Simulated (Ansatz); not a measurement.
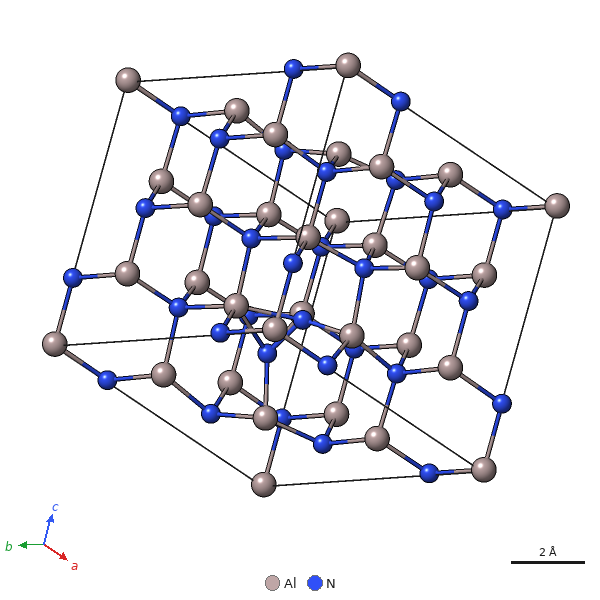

The image is a ball-and-stick drawing of a crystal, viewed from a general direction. The edges of the supercell are marked. The host is AlN, in a cell of 32 sites, and the cell carries a charge of -2.

> What defect is present?

An interstitial nitrogen atom. It is bonded to three Al and one N (about 1.8 to 1.9 Å to Al, 1.5 Å to N).

The numbers come from DFT PBE, scalar-relativistic, plane waves, PAW (Ansatz), using plane waves up to 420 eV, a 2×2×2 sampling of the Brillouin zone, Gaussian smearing of 0.01 eV, collinear spins.

> Does the defective cell carry a moment?

Yes, 0.5 μB in the cell.

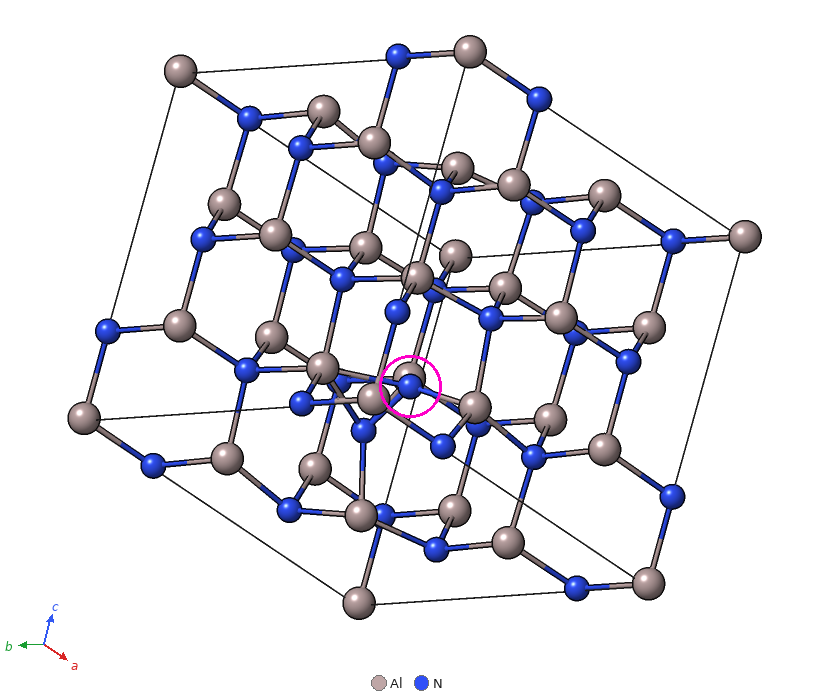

The same cell with a ring at the defect's site.

The atoms were relaxed in the host's cell with DFT PBE, scalar-relativistic, plane waves, PAW in Ansatz 0.2.0.
